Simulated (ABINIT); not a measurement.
**Effective mass calculation, with input and output: CdSe (part 3 of 3)**

The same run, continued: CdSe (P6₃mc, 4 atoms in the cell); Kohn-Sham DFT of a periodic cell, PBE, Ansatz PAW PBE default generated set, frozen core, no spin polarisation (ABINIT 10.8.3); cutoff 359.19 eV, 5×5×3 k-mesh, fixed occupations. The structure derives from an entry of the Crystallography Open Database.

Geometry of the input (Å; fractional positions):
```
4.3000  0.0000  0.0000
-2.1500  3.7239  0.0000
0.0000  0.0000  7.0200
Cd 0.6667  0.3333  0.5000
Cd 0.3333  0.6667  0.0000
Se 0.6667  0.3333  0.8850
Se 0.3333  0.6667  0.3850
```

Output, continued:
```
--------------------------------------------------------------------------------
 Perturbation wavevector (in red.coord.)   0.000000  0.000000  0.000000
 Perturbation : derivative vs k along direction   1
 The set of symmetries contains only one element for this perturbation.
 symkpt : not enough symmetry to change the number of k points.

--------------------------------------------------------------------------------

--------------------------------------------------------------------------------

 Initialisation of the first-order wave-functions :
  ireadwf=   0

--- !BeginCycle
iteration_state: {dtset: 3, }
solver: {iscf: -3, nstep: 200, nline: 4, wfoptalg: 10, }
tolerances: {tolwfr: 1.00E-20, }
...

     iter   2DEtotal(Ha)        deltaE(Ha) residm    vres2
-ETOT  1  -56.267525480186     -5.627E+01 2.338E-01 0.000E+00
 ETOT  2  -56.292048445486     -2.452E-02 9.580E-03 0.000E+00
 ETOT  3  -56.292081748368     -3.330E-05 3.919E-04 0.000E+00
 ETOT  4  -56.292081875994     -1.276E-07 1.173E-04 0.000E+00
 ETOT  5  -56.292081876950     -9.558E-10 5.393E-06 0.000E+00
 ETOT  6  -56.292081876960     -1.028E-11 2.398E-06 0.000E+00
 ETOT  7  -56.292081876960     -1.421E-13 1.816E-07 0.000E+00
 ETOT  8  -56.292081876960      2.132E-14 4.852E-08 0.000E+00
 ETOT  9  -56.292081876960      4.974E-14 3.887E-09 0.000E+00
 ETOT 10  -56.292081876960     -7.105E-15 1.031E-09 0.000E+00
 ETOT 11  -56.292081876960      7.105E-15 8.749E-11 0.000E+00
 ETOT 12  -56.292081876960      2.132E-14 2.352E-11 0.000E+00
 ETOT 13  -56.292081876960     -6.395E-14 2.039E-12 0.000E+00
 ETOT 14  -56.292081876960      2.132E-14 5.532E-13 0.000E+00
 ETOT 15  -56.292081876960      2.132E-14 4.831E-14 0.000E+00
 ETOT 16  -56.292081876960     -3.553E-14 1.317E-14 0.000E+00
 ETOT 17  -56.292081876960      0.000E+00 1.154E-15 0.000E+00
 ETOT 18  -56.292081876960     -1.421E-14 3.151E-16 0.000E+00
 ETOT 19  -56.292081876960     -4.974E-14 2.766E-17 0.000E+00
 ETOT 20  -56.292081876960      6.395E-14 7.572E-18 0.000E+00
 ETOT 21  -56.292081876960      7.105E-15 6.691E-19 0.000E+00
 ETOT 22  -56.292081876960      0.000E+00 1.846E-19 0.000E+00
 ETOT 23  -56.292081876960      0.000E+00 1.709E-20 0.000E+00
 ETOT 24  -56.292081876960     -2.132E-14 9.510E-21 0.000E+00

 At SCF step   24   max residual=  9.51E-21 < tolwfr=  1.00E-20 =>converged.
================================================================================

 ----iterations are completed or convergence reached----

 Mean square residual over all n,k,spin=   39.360E-22; max=  95.101E-22
 dfpt_looppert : ek2=    1.1479588491E+02
          f-sum rule ratio=    1.1423281803E+00
 Expectation of eigenvalue derivatives (hartree) for nkpt=   1  k points:
  (in case of degenerate eigenvalues, averaged derivative)
 kpt#   1, nband= 42, wtk=  1.00000, kpt=  0.0000  0.0000  0.0000 (reduced coord)
  -0.00000    0.00000   -0.00000   -0.00000   -0.00000   -0.00000   -0.00000   -0.00000
   0.00000    0.00000   -0.00000   -0.00000   -0.00000   -0.00000    0.00000    0.00000
  -0.00000   -0.00000    0.00000   -0.00000   -0.00000   -0.00000    0.00000    0.00000
  -0.00000    0.00000    0.00000   -0.00000   -0.00000   -0.00000   -0.00000   -0.00000
  -0.00000    0.00000   -0.00000   -0.00000    0.00000    0.00000    0.00000    0.00000
  -0.00000    0.00000

 2DEtotal=   -0.5629208188E+02 Ha. Also 2DEtotal=   -0.153178558254E+04 eV
    (  non-var. 2DEtotal :   -5.6292082001E+01 Ha)

--------------------------------------------------------------------------------
 Perturbation wavevector (in red.coord.)   0.000000  0.000000  0.000000
 Perturbation : derivative vs k along direction   2
 The set of symmetries contains only one element for this perturbation.
 symkpt : not enough symmetry to change the number of k points.

--------------------------------------------------------------------------------

--------------------------------------------------------------------------------

 Initialisation of the first-order wave-functions :
  ireadwf=   0

--- !BeginCycle
iteration_state: {dtset: 3, }
solver: {iscf: -3, nstep: 200, nline: 4, wfoptalg: 10, }
tolerances: {tolwfr: 1.00E-20, }
...

     iter   2DEtotal(Ha)        deltaE(Ha) residm    vres2
-ETOT  1  -56.268280771751     -5.627E+01 2.512E-01 0.000E+00
 ETOT  2  -56.292050514745     -2.377E-02 1.361E-02 0.000E+00
 ETOT  3  -56.292081762415     -3.125E-05 4.091E-04 0.000E+00
 ETOT  4  -56.292081873760     -1.113E-07 9.988E-05 0.000E+00
 ETOT  5  -56.292081874513     -7.528E-10 6.991E-06 0.000E+00
 ETOT  6  -56.292081874520     -7.134E-12 2.129E-06 0.000E+00
 ETOT  7  -56.292081874520     -4.974E-14 2.905E-07 0.000E+00
 ETOT  8  -56.292081874520     -2.487E-13 5.039E-08 0.000E+00
 ETOT  9  -56.292081874520      1.847E-13 7.275E-09 0.000E+00
 ETOT 10  -56.292081874520      7.105E-14 1.273E-09 0.000E+00
 ETOT 11  -56.292081874520      5.684E-14 1.915E-10 0.000E+00
 ETOT 12  -56.292081874520     -3.553E-14 3.404E-11 0.000E+00
 ETOT 13  -56.292081874520     -7.105E-14 5.178E-12 0.000E+00
 ETOT 14  -56.292081874520      8.527E-14 9.296E-13 0.000E+00
 ETOT 15  -56.292081874520     -7.105E-15 1.423E-13 0.000E+00
 ETOT 16  -56.292081874520     -3.553E-14 2.570E-14 0.000E+00
 ETOT 17  -56.292081874520      4.974E-14 3.949E-15 0.000E+00
 ETOT 18  -56.292081874520      2.132E-14 7.152E-16 0.000E+00
 ETOT 19  -56.292081874520      2.842E-14 1.103E-16 0.000E+00
 ETOT 20  -56.292081874520     -4.974E-14 2.004E-17 0.000E+00
 ETOT 21  -56.292081874520      4.263E-14 3.138E-18 0.000E+00
 ETOT 22  -56.292081874520     -4.263E-14 5.799E-19 0.000E+00
 ETOT 23  -56.292081874520      4.263E-14 9.840E-20 0.000E+00
 ETOT 24  -56.292081874520     -2.132E-14 1.806E-20 0.000E+00
 ETOT 25  -56.292081874520      0.000E+00 8.588E-21 0.000E+00

 At SCF step   25   max residual=  8.59E-21 < tolwfr=  1.00E-20 =>converged.
================================================================================

 ----iterations are completed or convergence reached----

 Mean square residual over all n,k,spin=   39.576E-22; max=  85.885E-22
 dfpt_looppert : ek2=    1.1479588491E+02
          f-sum rule ratio=    1.1423281785E+00
 Expectation of eigenvalue derivatives (hartree) for nkpt=   1  k points:
  (in case of degenerate eigenvalues, averaged derivative)
 kpt#   1, nband= 42, wtk=  1.00000, kpt=  0.0000  0.0000  0.0000 (reduced coord)
  -0.00000   -0.00000   -0.00000    0.00000   -0.00000   -0.00000   -0.00000   -0.00000
   0.00000    0.00000   -0.00000   -0.00000   -0.00000   -0.00000    0.00000    0.00000
   0.00000   -0.00000   -0.00000    0.00000    0.00000    0.00000    0.00000    0.00000
  -0.00000    0.00000    0.00000   -0.00000   -0.00000    0.00000   -0.00000    0.00000
   0.00000   -0.00000    0.00000    0.00000    0.00000    0.00000   -0.00000   -0.00000
   0.00000   -0.00000

 2DEtotal=   -0.5629208187E+02 Ha. Also 2DEtotal=   -0.153178558248E+04 eV
    (  non-var. 2DEtotal :   -5.6292081856E+01 Ha)

--------------------------------------------------------------------------------
 Perturbation wavevector (in red.coord.)   0.000000  0.000000  0.000000
 Perturbation : derivative vs k along direction   3
 The set of symmetries contains only one element for this perturbation.
 symkpt : not enough symmetry to change the number of k points.

--------------------------------------------------------------------------------

--------------------------------------------------------------------------------

 Initialisation of the first-order wave-functions :
  ireadwf=   0

--- !BeginCycle
iteration_state: {dtset: 3, }
solver: {iscf: -3, nstep: 200, nline: 4, wfoptalg: 10, }
tolerances: {tolwfr: 1.00E-20, }
...

     iter   2DEtotal(Ha)        deltaE(Ha) residm    vres2
-ETOT  1  -12.998036493280     -1.300E+01 2.749E-02 0.000E+00
 ETOT  2  -13.004243502659     -6.207E-03 8.594E-06 0.000E+00
 ETOT  3  -13.004247876063     -4.373E-06 1.921E-07 0.000E+00
 ETOT  4  -13.004247886377     -1.031E-08 1.170E-10 0.000E+00
 ETOT  5  -13.004247886417     -4.054E-11 2.661E-12 0.000E+00
 ETOT  6  -13.004247886417     -1.972E-13 1.946E-15 0.000E+00
 ETOT  7  -13.004247886417     -2.132E-14 3.143E-17 0.000E+00
 ETOT  8  -13.004247886417     -7.105E-15 2.044E-19 0.000E+00
 ETOT  9  -13.004247886417      1.776E-15 9.810E-21 0.000E+00

 At SCF step    9   max residual=  9.81E-21 < tolwfr=  1.00E-20 =>converged.
================================================================================

 ----iterations are completed or convergence reached----

 Mean square residual over all n,k,spin=   42.672E-22; max=  98.099E-22
 dfpt_looppert : ek2=    3.2303551391E+01
          f-sum rule ratio=    9.5466692162E-01
 Expectation of eigenvalue derivatives (hartree) for nkpt=   1  k points:
  (in case of degenerate eigenvalues, averaged derivative)
 kpt#   1, nband= 42, wtk=  1.00000, kpt=  0.0000  0.0000  0.0000 (reduced coord)
  -0.00000   -0.00000   -0.00000    0.00000   -0.00000   -0.00000    0.00000    0.00000
  -0.00000   -0.00000   -0.00000   -0.00000   -0.00000   -0.00000   -0.00000   -0.00000
  -0.00000   -0.00000    0.00000   -0.00000    0.00000    0.00000   -0.00000   -0.00000
  -0.00000    0.00000    0.00000   -0.00000   -0.00000    0.00000    0.00000    0.00000
   0.00000   -0.00000   -0.00000   -0.00000    0.00000    0.00000    0.00000    0.00000
  -0.00000    0.00000

 2DEtotal=   -0.1300424789E+02 Ha. Also 2DEtotal=   -0.353863612076E+03 eV
    (  non-var. 2DEtotal :   -1.3004247902E+01 Ha)

 CALCULATION OF EFFECTIVE MASSES
 NOTE : Additional infos (eff. mass eigenvalues, eigenvectors and, if degenerate, average mass) are available in stdout.

 COMMENTS:
 - At k-point ( 0.000, 0.000, 0.000), bands    35 through    36
   are DEGENERATE (effective mass tensor is therefore not defined).
   See Section IIIB Eqs. (67)-(70) and Appendix E of PRB 93 205147 (2016).
 - Angular average effective mass for Frohlich model is to be averaged over degenerate bands. See later.
 - Associated theta integrals calculated with ntheta=    100 points.

 K-point ( 0.000, 0.000, 0.000) | band =    35
 Transport equivalent effective mass tensor:
             -0.1782585172              0.0000000035             -0.0000000026
              0.0000000035             -0.1782585182             -0.0000000019
             -0.0000000026             -0.0000000019             -1.5862691440
 Transport equivalent effective mass tensor eigenvalues:
             -1.5862691440             -0.1782585213             -0.1782585141
 Angular average effective mass 1/(<1/m>)=  -0.2531630561
 Angular average effective mass for Frohlich model (<m**0.5>)**2=  -0.3033130542
 Effective masses along directions: (cart. coord. / red. coord. -> eff. mass)
    1:   1.000000  0.000000  0.000000 /   0.894427 -0.447214  0.000000 ->  -0.1782585173
    2:   0.000000  1.000000  0.000000 /   0.000000  1.000000  0.000000 ->  -0.1782585182
    3:   0.000000  0.000000  1.000000 /   0.000000  0.000000  1.000000 ->  -1.5862691440
    4:   0.707107  0.707107  0.000000 /   0.939071  0.343724  0.000000 ->  -0.1782585144
    5:   0.577350  0.577350  0.577350 /   0.513042  0.187786  0.837571 ->  -0.2531630514

 K-point ( 0.000, 0.000, 0.000) | band =    36
 Transport equivalent effective mass tensor:
             -1.2848418830             -0.0000000006             -0.0000000194
             -0.0000000006             -1.2848418819             -0.0000000131
             -0.0000000194             -0.0000000131             -1.5862691440
 Transport equivalent effective mass tensor eigenvalues:
             -1.5862691440             -1.2848418832             -1.2848418817
 Angular average effective mass 1/(<1/m>)=  -1.3717284228
 Angular average effective mass for Frohlich model (<m**0.5>)**2=  -1.3756395214
 Effective masses along directions: (cart. coord. / red. coord. -> eff. mass)
    1:   1.000000  0.000000  0.000000 /   0.894427 -0.447214  0.000000 ->  -1.2848418803
    2:   0.000000  1.000000  0.000000 /   0.000000  1.000000  0.000000 ->  -1.2848418792
    3:   0.000000  0.000000  1.000000 /   0.000000  0.000000  1.000000 ->  -1.5862691440
    4:   0.707107  0.707107  0.000000 /   0.939071  0.343724  0.000000 ->  -1.2848418691
    5:   0.577350  0.577350  0.577350 /   0.513042  0.187786  0.837571 ->  -1.3717284602

 Angular average effective mass for Frohlich model, averaged over degenerate bands.
 Value of     (<<m**0.5>>)**2 =     7.427124E-01
 Absolute Value of <<m**0.5>> =     8.618076E-01

 K-point ( 0.000, 0.000, 0.000) | band =    37
 Effective mass tensor:
              0.0687378325              0.0000000000             -0.0000000000
              0.0000000000              0.0687378325             -0.0000000000
             -0.0000000000             -0.0000000000              0.0651780549
 Effective mass tensor eigenvalues:
              0.0651780549              0.0687378325              0.0687378325
 Angular average effective mass 1/(<1/m>)=   0.0675088077
 Angular average effective mass for Frohlich model (<m**0.5>)**2=   0.0675216523
 Effective masses along directions: (cart. coord. / red. coord. -> eff. mass)
    1:   1.000000  0.000000  0.000000 /   0.894427 -0.447214  0.000000 ->   0.0687378325
    2:   0.000000  1.000000  0.000000 /   0.000000  1.000000  0.000000 ->   0.0687378325
    3:   0.000000  0.000000  1.000000 /   0.000000  0.000000  1.000000 ->   0.0651780549
    4:   0.707107  0.707107  0.000000 /   0.939071  0.343724  0.000000 ->   0.0687378325
    5:   0.577350  0.577350  0.577350 /   0.513042  0.187786  0.837571 ->   0.0675088077

 END OF EFFECTIVE MASSES SECTION

================================================================================

 ---- first-order wavefunction calculations are completed ----

 respfn : d/dk was computed, but no 2DTE, so no DDB output.

== END DATASET(S) ==============================================================
================================================================================

 -outvars: echo values of variables after computation  --------
            acell      8.1258223359E+00  8.1258223359E+00  1.3265877395E+01 Bohr
           etotal1    -6.0570556441E+02
           etotal3    -1.3004247886E+01
            fcart1    -0.0000000000E+00 -0.0000000000E+00  5.3007764651E-03
                      -0.0000000000E+00 -0.0000000000E+00  5.3007764651E-03
                      -5.3019032154E-28 -3.0610552486E-28 -5.3007764651E-03
                       5.3019032154E-28  3.0610552486E-28 -5.3007764651E-03
            rprim      1.0000000000E+00  0.0000000000E+00  0.0000000000E+00
                      -5.0000000000E-01  8.6602540380E-01  0.0000000000E+00
                       0.0000000000E+00  0.0000000000E+00  1.0000000000E+00
           strten1    -1.2352846899E-04 -1.2352846983E-04 -5.1605145117E-05
                       0.0000000000E+00  0.0000000000E+00  0.0000000000E+00
           xangst      2.1499999985E+00  1.2413030779E+00  3.5099999976E+00
                      -7.5869922546E-17  2.4826061559E+00  0.0000000000E+00
                       2.1499999985E+00  1.2413030779E+00  6.2126999958E+00
                      -7.5869922546E-17  2.4826061559E+00  2.7026999982E+00
             xred      6.6666666667E-01  3.3333333333E-01  5.0000000000E-01
                       3.3333333333E-01  6.6666666667E-01  0.0000000000E+00
                       6.6666666667E-01  3.3333333333E-01  8.8500000000E-01
                       3.3333333333E-01  6.6666666667E-01  3.8500000000E-01
 Calculation completed.
```

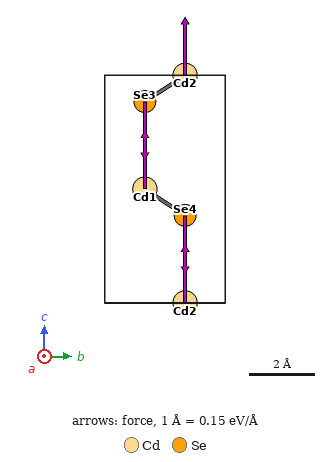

*Forces on the atoms as pink arrows (ball-and-stick view of the cell of the calculation, along the a axis; atoms are numbered from 1 in the order of the input).*

The largest act on Cd1, Cd2 (0.27 eV/Å); Se3, Se4 (0.27 eV/Å). The geometry is not a stationary point of this energy.

Results in brief:

```tsv
quantity	value
outcome	converged
space group (tolerance 0.01 Å)	P6₃mc (186)
electrons treated	72
free energy	−16482.0881 eV
Fermi energy	0.758 eV
pressure	2.93 GPa
largest force (length of the vector)	0.273 eV/Å
hardware	1 thread of Arm Neoverse V2, 24 GiB of memory available, shared host
wall time	2.6 min
peak memory	0.35 GiB
```

Notes:

Points of doubt noted for this run: cutoff too low for stress.
